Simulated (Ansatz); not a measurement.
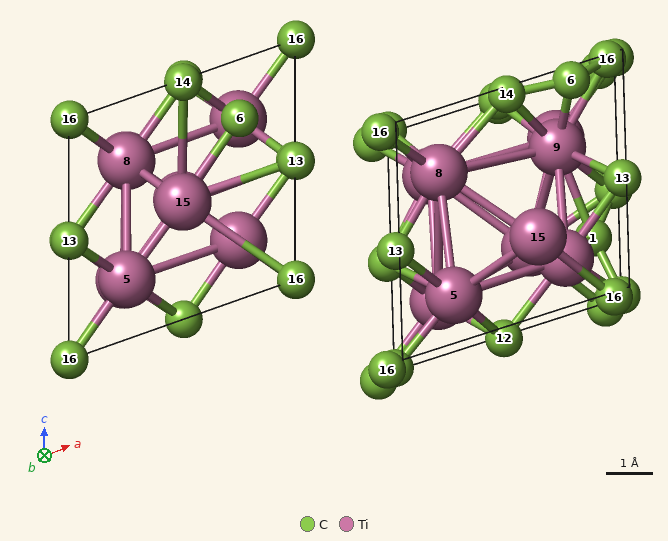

Two geometries of a crystal of TiC (a generated structure, set up in P1) (coarse preliminary run), drawn at one scale. One is the start of a relaxation, the other its converged end. Style: ball-and-stick. Shown: the cell of the calculation, reduced to other axes (origin shifted), along the b axis. Lengths and directions refer to the drawn axes.

The calculation used Ansatz, DFT PBE, scalar-relativistic, plane waves, PAW. Set-up: plane-wave cutoff 420 eV; k-point mesh 3 × 3 × 3; occupations gaussian; smearing width 0.1 eV; no spin polarisation; cell and atoms relaxed; force threshold 0.04 eV/Å; at most 50 steps.

Question: Which geometry has the lower energy?

Answer: The right one is the relaxed one. Case: C and Ti exchanged on 2 pairs of sites drawn at random in a supercell of the crystal. Over 17 accepted moves (19 points after the start) the energy falls by 1615 meV per atom. The largest force component goes from 5.4 to 0.0092 eV/Å. Pressure: 17.76 GPa at the start and 0.08 GPa at the end. At 2 points the geometry stayed and the basis and grid were re-selected for the new cell (energy shift of 2.6 meV per atom at most each time). A Ti atom moves most relative to the cell: 1.77 Å roughly along [3 −2 2]. Largest moves by element: Ti 1.77 Å, C 1.50 Å. The drawn cell changes as follows: a 6.128 → 6.039 Å (−1.4 %), b 6.128 → 6.355 Å (+3.7 %), c 6.128 → 6.031 Å (−1.6 %), α 60.0° → 62.8°, β 60.0° → 63.1°, γ 60.0° → 63.0°; the volume changes by +7.2 %. Near-neighbour distances that change, for instance: Ti–Ti 2.181 → 4.309 Å, C–Ti 4.354 → 2.246 Å, Ti–Ti 4.840 → 2.951 Å, Ti–Ti 3.057 → 4.927 Å. New bonds form, among them: C–C (2.11 → 1.48 Å), C–C (2.14 → 1.52 Å), C–C (2.15 → 1.47 Å), C–C (2.18 → 1.52 Å). Bonds break, among them: Ti–Ti (2.14 → 3.90 Å), Ti–Ti (2.18 → 4.31 Å), Ti–Ti (3.06 → 4.93 Å). Bond angles that change, for instance: Ti–C–Ti 90.5° → 78.7°, Ti–C–Ti 89.1° → 78.4°, Ti–C–Ti 178.7° → 168.7°. The space group stays P1 (No. 1).
